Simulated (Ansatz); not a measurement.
**GaN (P6_3mc): converging the G0W0 gap**

How do accuracy and time trade against each other in G0W0 on GaN (P6_3mc)?

Calculated with Ansatz 0.2.0; G0W0 on PBE, plane waves, PAW.

The database entry behind the starting cell differs from later determinations by our own check (about 0.3 % short, ideal inner coordinate), so it need not match the best structure at ambient conditions.

## (1) Set-up

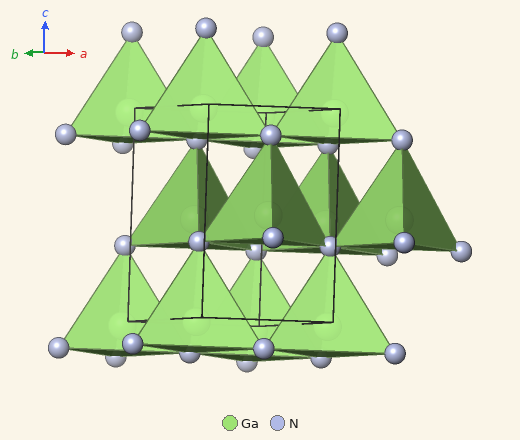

Start, viewed slightly off an axis; gallium green, nitrogen light blue. 2×2×1 cells are drawn. Some periodic images of atoms are drawn too.

The cell and positions come from the Crystallography Open Database and are kept as given unless a step says otherwise. The default PAW set here is soft_2. Its files were made with PBE.

## (2) 47 empty bands, screening to 60 eV

G0W0 replaces the xc potential by the self-energy, built once from these orbitals. Only a window of levels is corrected, while the sums run over the empty bands that the input names.

Input file input.yaml:

```yaml
crystal:
  lattice:
    - [3.18, 0.0, 0.0]
    - [-1.59, 2.753960784, 0.0]
    - [0.0, 0.0, 5.166]
  atoms:
    - { symbol: Ga, position: [0.3333333333, 0.6666666667, 0.0] }
    - { symbol: Ga, position: [0.6666666667, 0.3333333333, 0.5] }
    - { symbol: "N", position: [0.3333333333, 0.6666666667, 0.375] }
    - { symbol: "N", position: [0.6666666667, 0.3333333333, 0.875] }
kpoints:
  mp_grid: { grid: [6, 6, 4] }
hamiltonian:
  xc: pbe
scf:
  occupations: { method: fixed }
gw:
  n_empty_bands: 47
  ecut_chi: 60
  qp_bands: [v2, c2]
  qp_kpoints: band_edges
  screening: { model: contour_deformation }
```

Command:

```console
> ansatz run input.yaml --threads 3 --pin off --max-ram 92160MiB --backend cuda --events-out ev --progress --plain --runs-dir out --devices 1 --max-vram 13GiB  # rebuilt from the run's record
```

Numbers of over 12 decimals in the logs are rounded to 6 here.

Output:

```text
GPUs: using 1 of 1 available (devices: 1).
Engine: ansatz 0.2.0, x86_64-unknown-linux-gnu
Pseudopotentials: kind: paw
Pseudopotential: Ga, paw, valence charge 13, recommended cutoff 420 eV (normal), Ga.paw.azcp
Pseudopotential: N, paw, valence charge 5, recommended cutoff 420 eV (normal), N.paw.azcp
Functional definition: PBE
  parameter kappa = 0.804
  parameter beta = 0.066725
  exchange = pbe_x(kappa = kappa, mu = beta*pi^2/3)
  correlation = pbe_c(beta = beta)
device memory: the entry about to start is reckoned to put 0.6 GiB on a device that reports 36.6 GiB free (of which the cap on the GPU budget leaves the run 13.0 GiB)
GPU FFT provider: cuFFT
GPU libraries: cuBLAS 13.8.2, cuFFT 12.4.0, cuSOLVER 12.3.4
Crystal: 4 atoms, lattice volume = 45.242 Å³
Basis set: ecut = 420 eV, 881 PW (Γ)
Bands: 22, of which v1, the nominal top of the filled ones, is band 18 counted from 1 (17 counted from 0)
Symmetry: 12 space group operations
Space group: P63mc (ITA 186), of the structure as read, at distance tolerance 3.6e-5 Å
k-points: 21 of 144 (time reversal used)
Non-local potential: Ga, projectors of the file, l = 0: 2, l = 1: 2, l = 2: 3, l = 3: 1
Non-local potential: N, projectors of the file, l = 0: 2, l = 1: 2, l = 2: 1
PAW form: soft (Blöchl's): semilocal exchange-correlation on the pseudo side does not see the compensation charge
PAW one-centre angular grid: Ga, 590 points (default); XC on 64 Gauss nodes
PAW one-centre angular grid: N, 110 points (default); XC on 64 Gauss nodes
Initial density: superposition of atomic densities (neutral atoms: chi_scale 0, normalization atom), corrected by the library's trained network
Initial wavefunctions: pseudopotential atomic-orbital guess
GPU buffer pool allocated for 20736 grid points (all kernels)
GPU transforms: local potential and band sums: pruned to the plane-wave sphere, on 24×24×36
Functional: x = pbe(κ = 0.804, μ = 0.219515), c = pbe(β = 0.066725)
SCF iter   1: F=—  HF=-8335.790942 eV  |F-HF|=—  |Δ(HF+E_count)|=         —  Δρ=7.78e-4  dr2=1.22e-4  ethr=1.77e-3  ⟨swp⟩=4.4  Hψ=1698  notcnv=0  defer=21
preconditioner: auto → Resta (q_TF=auto, 2.626 Å⁻¹)  ε∞=5.0  [insulator: Δε(μ)=1.958 eV  Ē_g=16.645 eV  n_scr=22 (ndim 8)  ℏωp=33.1 eV  f_vac=0.008  ε∞_Penn≈5.0]
SCF iter   2: F=—  HF=-8335.791553 eV  |F-HF|=—  |Δ(HF+E_count)|=   6.11e-4  Δρ=4.01e-4  dr2=2.53e-5  ethr=3.38e-7  ⟨swp⟩=2.8  Hψ=1084  notcnv=0  defer=40
SCF iter   3: F=—  HF=-8335.791675 eV  |F-HF|=—  |Δ(HF+E_count)|=   1.22e-4  Δρ=1.83e-4  dr2=6.64e-6  ethr=7.03e-8  ⟨swp⟩=2.0  Hψ=833  notcnv=0  defer=18
SCF iter   4: F=—  HF=-8335.791701 eV  |F-HF|=—  |Δ(HF+E_count)|=   2.60e-5  Δρ=4.96e-5  dr2=8.34e-7  ethr=1.84e-8  ⟨swp⟩=2.0  Hψ=825  notcnv=0  defer=40
iter 5 did not close the SCF: its close was put off for the readings that it lacked (scf_convergence_deferred on its scf_iter line)
SCF iter   5: F=-8335.791703 eV  HF=-8335.791703 eV  |F-HF|=1.89e-7  |Δ(HF+E_count)|=   2.10e-6  Δρ=1.65e-5  dr2=9.49e-8  ethr=2.32e-9  ⟨swp⟩=2.0  Hψ=819  notcnv=0  defer=41
SCF iter   6: F=-8335.791703 eV  HF=-8335.791703 eV  |F-HF|=9.71e-10  |Δ(HF+E_count)|=   2.09e-7  Δρ=6.09e-6  dr2=1.52e-8  ethr=2.64e-10  ⟨swp⟩=3.1  Hψ=1828  notcnv=0
SCF 1 converged in 6 iterations: F = -8335.791703 eV  dr2 = 1.52e-8
  greatest PAW one-centre occupation: 0.995 electrons in one spin orbital (limit 2), on the Ga atom at site 1 (counted from 0), in its partial waves of l = 2
device memory: the entry about to start is reckoned to put 0.7 GiB on a device that reports 35.4 GiB free (of which the cap on the GPU budget leaves the run 13.0 GiB)
NSCF: frozen V_eff on 21 k-points, pencils in batches of 32, up to order 88
the band table was solved once the SCF had ended and its energy, with any forces and stress, was formed, with the checks that follow a solve (1893 applications of the Hamiltonian). They found nothing against the state; the energy, forces and stress were not computed again (output.eigenvalues in the input reference)
device memory: the entry about to start is reckoned to put 1.5 GiB on a device that reports 34.3 GiB free (of which the cap on the GPU budget leaves the run 13.0 GiB)
NSCF: frozen V_eff on 21 k-points
G₀W₀ screening: q 1/21
[... further progress lines ...]
SCF converged after 6 iterations
Free energy (F): -8335.791703 eV
Harris-Foulkes:  -8335.791703 eV  (|F-HF|=9.71e-10)
Internal energy: -8335.791703 eV  (E = F + TS)
E sigma→0 (E₀):  -8335.791703 eV
Fermi energy:    9.854318 eV
--- Per-component energies (eV) ---
  E_band       = -5.293783
  E_kinetic    = 495.432446
  E_local      = -3889.025608  (includes V_loc(G=0)·N_el)
  E_nonlocal   = 948.896444
  E_hartree    = 1791.485161
  E_xc         = -257.974201
  E_vxc        = -268.787441  (∫ρ·V_xc dr)
  E_paw        = -4240.779271  (= ΣΔE_a)
  E_vpaw       = -874.779307  (= ΣTr[D̂ρ^β])
  E_aug_tail   = 0.000054  (compensation charges beyond the density's cutoff)
  E_ewald      = -3183.826728
  E_smearing   = -0.000000  (= −TS)
  E_closure    = -0.000000  (closes the sum)
  Σ components = -8335.791703   (vs F -8335.791703, Δ=0.00e0)
--- Band table (eV; the first three rows and the last of 21) ---
  k-point 0: bands = [... 14 lower, 8.7923, 9.7945, 9.8543, 9.8543, 11.8177, 14.1555, 19.1068, 19.7821]
  k-point 1: bands = [... 14 lower, 8.9404, 8.9404, 9.6917, 9.6917, 13.0059, 14.2610, 18.7172, 19.4889]
  k-point 2: bands = [... 14 lower, 9.3096, 9.3096, 9.3096, 9.3096, 14.1440, 14.1440, 18.3986, 18.3986]
  k-point 20: bands = [... 14 lower, 5.6279, 5.6279, 8.3471, 8.3471, 16.3479, 16.3479, 17.1830, 17.1830]
--- G₀W₀: contour deformation, 6 samples at zero and on the imaginary axis and 2 off it, 144 q-points, 47 empty bands' worth ---
  eigenvalues of the whole cell's RPA ε∞ on this k-mesh (on a slab, of 1 + 4πα/V) = 6.0190, 6.0212, 6.0212; static W/v taken at q = 0 is 0.166096
  bands read: the sum over 65 bands ends inside a degenerate multiplet in 10 slots, whose members it reads at an even weight; the widest, k=0: bands 65 to 66 (counted from 1) at 1/2 each
  gw.qp_kpoints: band_edges: 15 of 21 stored k-points solved, in 1 pass; an edge of the gap read off the rows below is read off those points alone
    valence top: of the k-points left out ik 12 came nearest to being solved in a further pass, in band 18 (counted from 1, as in the quasiparticle table): it holds the edge there only if its correction is more favourable than any solved in that band by at least 0.936 eV; those differ by 0.404 eV
    conduction bottom: of the k-points left out ik 12 came nearest to being solved in a further pass, in band 19 (counted from 1, as in the quasiparticle table): it holds the edge there only if its correction is more favourable than any solved in that band by at least 2.575 eV; those differ by 0.763 eV
    ik  band        ε_KS         Σx   Σc(E_QP)       V_xc       Z   E_QP_lin       E_QP  E_QP is
     0    17      9.8543   -23.9590     3.5222   -20.3066  0.7782     9.7240     9.7243  root
     0    18      9.8543   -23.9590     3.5222   -20.3066  0.7782     9.7240     9.7243  root
     0    19     11.8177   -11.5150    -3.3952   -15.7845  0.8123    12.7012    12.6920  root
     0    20     14.1555   -10.1928    -4.0607   -15.3186  0.8149    15.2374    15.2207  root
     1    17      9.6917   -23.8218     3.5628   -20.1054  0.7776     9.5378     9.5381  root
     1    18      9.6917   -23.8218     3.5628   -20.1054  0.7776     9.5378     9.5381  root
     1    19     13.0059   -12.1625    -3.3139   -16.4894  0.8029    14.0326    14.0188  root
     1    20     14.2610   -10.1614    -4.0793   -15.3280  0.8121    15.3663    15.3483  root
     2    17      9.3096   -23.4763     3.6433   -19.6293  0.7761     9.1054     9.1059  root
     2    18      9.3096   -23.4763     3.6433   -19.6293  0.7761     9.1054     9.1059  root
     2    19     14.1440   -10.8338    -3.9300   -15.8887  0.8030    15.2889    15.2688  root
     2    20     14.1440   -10.8338    -3.9300   -15.8887  0.8030    15.2889    15.2688  root
     3    17      9.5024   -23.4955     3.5418   -19.7879  0.7775     9.3363     9.3367  root
     3    18      9.6156   -23.7129     3.5766   -19.9784  0.7773     9.4573     9.4576  root
     3    19     13.3371   -11.9740    -3.4109   -16.4394  0.8015    14.4072    14.3916  root
     3    20     15.4342   -10.4485    -4.2332   -15.9139  0.8044    16.6932    16.6664  root
     4    17      9.1346   -23.2258     3.6175   -19.3756  0.7759     8.9012     8.9020  root
     4    18      9.4010   -23.5136     3.6149   -19.7067  0.7765     9.2086     9.2091  root
     4    19     13.9094   -11.4793    -3.6451   -16.2189  0.7994    15.0223    15.0039  root
     4    20     15.5033   -10.4168    -4.2827   -15.9499  0.8005    16.7824    16.7537  root
     5    17      8.9120   -23.0672     3.7002   -19.1081  0.7745     8.6522     8.6531  root
     5    18      8.9120   -23.0672     3.7002   -19.1081  0.7745     8.6522     8.6531  root
     5    19     15.0450   -10.7174    -4.1176   -16.0277  0.7946    16.2634    16.2377  root
     5    20     15.0450   -10.7174    -4.1176   -16.0277  0.7946    16.2634    16.2377  root
[...]
18    17      6.8121   -21.4884     4.0318   -16.9436  0.7601     6.2940     6.2991  root
    18    18      7.1382   -21.7960     4.0004   -17.2612  0.7634     6.5985     6.6037  root
    18    19     14.9849    -7.4980    -3.9706   -11.8988  0.8216    15.4173    15.4150  root
    18    20     17.7281   -11.2599    -4.9623   -17.9080  0.7732    19.5073    19.4139  root
    20    17      8.3471   -22.3645     3.7919   -18.3045  0.7713     8.0778     8.0788  root
    20    18      8.3471   -22.3645     3.7919   -18.3045  0.7713     8.0778     8.0788  root
    20    19     16.3479    -9.5409    -4.4044   -14.9898  0.8088    17.4111    17.3923  root
    20    20     16.3479    -9.5409    -4.4044   -14.9898  0.8088    17.4111    17.3923  root
```

Elapsed: 17 s, on 1 × NVIDIA H100 80GB HBM3 (shared by 6 runs) with 3 threads of AMD EPYC 7R13 (Zen 3), shared host; peak memory 1 GiB; 25 s of CPU time.

Reading the cycles: dr2 is the Hartree energy of the density residual (eV), the measure of convergence; HF is the Harris–Foulkes estimate of the energy, which meets the free energy F at convergence.

This step gave:

```
bands summed                                 : 65
RPA ε∞ on this mesh (eigenvalues)            : 6.019, 6.021, 6.021
plane waves in the screening matrix          : 43
q-points in the mesh                         : 144
G0W0 gap on the mesh                         : 2.968 eV
k of the valence top                         : 0, 0, 0
k of the conduction bottom                   : 0, 0, 0
starting gap on the mesh                     : 1.963 eV
Z at the valence top                         : 0.7782
Z at the conduction bottom                   : 0.8123
least direct G0W0 gap on the computed points : 2.968 eV
```

The gap on the mesh goes from 1.96 eV to 2.97 eV, a correction of +1.00 eV. Between the two edge states, bare exchange in place of the xc potential would open the gap by 7.92 eV, and correlation takes back 6.92 eV.

## (3) 135 empty bands, screening to 120 eV

Bands and screening cutoff are moved together, since each hides the error of the other.

input.yaml: that of step 2 with these lines changed.

```diff
@@ -17,4 +17,4 @@
 gw:
-  n_empty_bands: 47
-  ecut_chi: 60
+  n_empty_bands: 135
+  ecut_chi: 120
   qp_bands: [v2, c2]
```

Output:

```text
GPUs: using 1 of 1 available (devices: 1).
[...]
GPU FFT provider: cuFFT
GPU libraries: cuBLAS 13.8.2, cuFFT 12.4.0, cuSOLVER 12.3.4
Crystal: 4 atoms, lattice volume = 45.242 Å³
Basis set: ecut = 420 eV, 881 PW (Γ)
Bands: 22, of which v1, the nominal top of the filled ones, is band 18 counted from 1 (17 counted from 0)
Symmetry: 12 space group operations
[...]
k-points: 21 of 144 (time reversal used)
[...]
GPU buffer pool allocated for 20736 grid points (all kernels)
[...]
SCF iter   1: F=—  HF=-8335.790942 eV  |F-HF|=—  |Δ(HF+E_count)|=         —  Δρ=7.78e-4  dr2=1.22e-4  ethr=1.77e-3  ⟨swp⟩=4.4  Hψ=1698  notcnv=0  defer=21
[...]
SCF iter   6: F=-8335.791703 eV  HF=-8335.791703 eV  |F-HF|=9.71e-10  |Δ(HF+E_count)|=   2.09e-7  Δρ=6.09e-6  dr2=1.52e-8  ethr=2.64e-10  ⟨swp⟩=3.1  Hψ=1828  notcnv=0
SCF 1 converged in 6 iterations: F = -8335.791703 eV  dr2 = 1.52e-8
[...]
NSCF: frozen V_eff on 21 k-points, pencils in batches of 32, up to order 88
[...]
NSCF: frozen V_eff on 21 k-points
G₀W₀ screening: q 1/21
[... further progress lines ...]
SCF converged after 6 iterations
Free energy (F): -8335.791703 eV
[...]
Internal energy: -8335.791703 eV  (E = F + TS)
E sigma→0 (E₀):  -8335.791703 eV
Fermi energy:    9.854318 eV
[...]
--- Band table (eV; the first three rows and the last of 21) ---
  k-point 0: bands = [... 14 lower, 8.7923, 9.7945, 9.8543, 9.8543, 11.8177, 14.1555, 19.1068, 19.7821]
  k-point 1: bands = [... 14 lower, 8.9404, 8.9404, 9.6917, 9.6917, 13.0059, 14.2610, 18.7172, 19.4889]
  k-point 2: bands = [... 14 lower, 9.3096, 9.3096, 9.3096, 9.3096, 14.1440, 14.1440, 18.3986, 18.3986]
  k-point 20: bands = [... 14 lower, 5.6279, 5.6279, 8.3471, 8.3471, 16.3479, 16.3479, 17.1830, 17.1830]
[...]
0    17      9.8543   -23.9590     3.1248   -20.3066  0.7728     9.3231     9.3267  root
     0    18      9.8543   -23.9590     3.1248   -20.3066  0.7728     9.3231     9.3267  root
     0    19     11.8177   -11.5150    -3.6567   -15.7845  0.8067    12.4344    12.4305  root
     0    20     14.1555   -10.1928    -4.4079   -15.3186  0.8124    14.8799    14.8734  root
     1    17      9.6917   -23.8218     3.1683   -20.1054  0.7724     9.1396     9.1436  root
     1    18      9.6917   -23.8218     3.1683   -20.1054  0.7724     9.1396     9.1436  root
     1    19     13.0059   -12.1625    -3.6507   -16.4894  0.7977    13.6873    13.6821  root
     1    20     14.2610   -10.1614    -4.4325   -15.3280  0.8093    15.0020    14.9951  root
[...]
20    17      8.3471   -22.3645     3.3995   -18.3045  0.7674     7.6798     7.6865  root
    20    18      8.3471   -22.3645     3.3995   -18.3045  0.7674     7.6798     7.6865  root
    20    19     16.3479    -9.5409    -4.7470   -14.9898  0.8071    17.0570    17.0497  root
    20    20     16.3479    -9.5409    -4.7470   -14.9898  0.8071    17.0570    17.0497  root
```

The job ended after 15 s (1 × NVIDIA H100 80GB HBM3 (shared by 6 runs) with 3 threads; peak memory 1.2 GiB).

This step gave:

- bands summed: 153
- RPA ε∞ on this mesh (eigenvalues): 5.894, 5.940, 5.940
- plane waves in the screening matrix: 135
- q-points in the mesh: 144
- G0W0 gap on the mesh: 3.104 eV
- k of the valence top: 0, 0, 0
- k of the conduction bottom: 0, 0, 0
- starting gap on the mesh: 1.963 eV
- Z at the valence top: 0.7728
- Z at the conduction bottom: 0.8067
- least direct G0W0 gap on the computed points: 3.104 eV

Against the run with 6×6×4 mesh, 47 empty bands, screening to 60 eV, the gap moves by +0.14 eV.

## (4) 290 empty bands, screening to 200 eV

input.yaml: that of step 3 with these lines changed.

```diff
@@ -17,4 +17,4 @@
 gw:
-  n_empty_bands: 135
-  ecut_chi: 120
+  n_empty_bands: 290
+  ecut_chi: 200.0
   qp_bands: [v2, c2]
```

Output:

```text
GPUs: using 1 of 1 available (devices: 1).
[...]
GPU FFT provider: cuFFT
GPU libraries: cuBLAS 13.8.2, cuFFT 12.4.0, cuSOLVER 12.3.4
Crystal: 4 atoms, lattice volume = 45.242 Å³
Basis set: ecut = 420 eV, 881 PW (Γ)
Bands: 22, of which v1, the nominal top of the filled ones, is band 18 counted from 1 (17 counted from 0)
Symmetry: 12 space group operations
[...]
k-points: 21 of 144 (time reversal used)
[...]
1    20     14.2610   -10.1614    -4.6569   -15.3280  0.8082    14.7737    14.7706  root
[...]
20    17      8.3471   -22.3645     3.1654   -18.3045  0.7651     7.4392     7.4524  root
    20    18      8.3471   -22.3645     3.1654   -18.3045  0.7651     7.4392     7.4524  root
    20    19     16.3479    -9.5409    -4.9352   -14.9898  0.8064    16.8651    16.8615  root
    20    20     16.3479    -9.5409    -4.9352   -14.9898  0.8064    16.8651    16.8615  root
[key lines of the parts left out:]
SCF converged after 6 iterations
Free energy (F): -8335.791703 eV
Fermi energy:    9.854318 eV
```

Elapsed: 43 s, on 1 × NVIDIA H100 80GB HBM3 (shared by 6 runs) with 3 threads; peak memory 1.5 GiB; 69 s of CPU time.

This step gave:

| Property | Result |
| --- | --- |
| bands summed | 308 |
| RPA ε∞ on this mesh (eigenvalues) | 5.869, 5.908, 5.908 |
| plane waves in the screening matrix | 287 |
| G0W0 gap on the mesh | 3.119 eV |
| k of the valence top | 0, 0, 0 |
| k of the conduction bottom | 0, 0, 0 |
| starting gap on the mesh | 1.963 eV |
| least direct G0W0 gap on the computed points | 3.119 eV |

Against the run with 6×6×4 mesh, 135 empty bands, screening to 120 eV, the gap moves by +0.016 eV.

## (5) Changing the k mesh: 6×6×2 mesh, 135 empty bands, screening to 120 eV

A second mesh at equal bands and cutoff isolates the sampling error. Bands and cutoff differ from the step before, so it is read against an earlier run that matches them.

input.yaml: that of step 4 with these lines changed.

```diff
@@ -11,3 +11,3 @@
 kpoints:
-  mp_grid: { grid: [6, 6, 4] }
+  mp_grid: { grid: [6, 6, 2] }
 hamiltonian:
@@ -17,4 +17,4 @@
 gw:
-  n_empty_bands: 290
-  ecut_chi: 200.0
+  n_empty_bands: 135
+  ecut_chi: 120
   qp_bands: [v2, c2]
```

Output:

```text
GPUs: using 1 of 1 available (devices: 1).
[...]
GPU FFT provider: cuFFT
GPU libraries: cuBLAS 13.8.2, cuFFT 12.4.0, cuSOLVER 12.3.4
Crystal: 4 atoms, lattice volume = 45.242 Å³
Basis set: ecut = 420 eV, 881 PW (Γ)
Bands: 22, of which v1, the nominal top of the filled ones, is band 18 counted from 1 (17 counted from 0)
Symmetry: 12 space group operations
[...]
k-points: 14 of 72
[...]
1    20     14.1435   -10.8500    -4.2949   -15.8889  0.7949    14.8968    14.8874  root
[...]
13    17      8.3467   -22.4323     3.4769   -18.3051  0.7618     7.6883     7.6965  root
    13    18      8.3467   -22.4323     3.4769   -18.3051  0.7618     7.6883     7.6965  root
    13    19     16.3481    -9.4783    -4.8274   -14.9900  0.8001    17.0420    17.0324  root
    13    20     16.3481    -9.4783    -4.8274   -14.9900  0.8001    17.0420    17.0324  root
[key lines of the parts left out:]
SCF converged after 6 iterations
Free energy (F): -8335.791182 eV
Fermi energy:    9.852939 eV
```

The job ended after 9.8 s (1 × NVIDIA H100 80GB HBM3 (shared by 6 runs) with 3 threads; peak memory 1.1 GiB).

Numbers from this step:

- bands summed: 153
- RPA ε∞ on this mesh (eigenvalues): 6.319, 6.319, 6.411
- plane waves in the screening matrix: 135
- G0W0 gap on the mesh: 3.071 eV
- k of the valence top: 0, 0, 0
- k of the conduction bottom: 0, 0, 0
- starting gap on the mesh: 1.964 eV
- least direct G0W0 gap on the computed points: 3.071 eV

Against the run with 6×6×4 mesh, 135 empty bands, screening to 120 eV, the gap moves by −0.03 eV.

[end of part 1 of 2]

[Paths, hosts, dates, memory and timing lines, banners, echoed tables and standing remarks are left out of the program output.]

[Logs are printed without paths, hosts, clocks, repeated set-up lines and the standing remarks that a program may print on its own settings, such as how far it seeks lower states.]

[Runs of the session that timed out or met a known fault of the program may be left out.]

[Cells called generated may have been cut or substituted from an entry of the Crystallography Open Database or the Materials Project.]

[Hosts, paths, dates, database ids (printed as entryN), source tags and the programs' standing remarks are cut or masked in the printed files.]
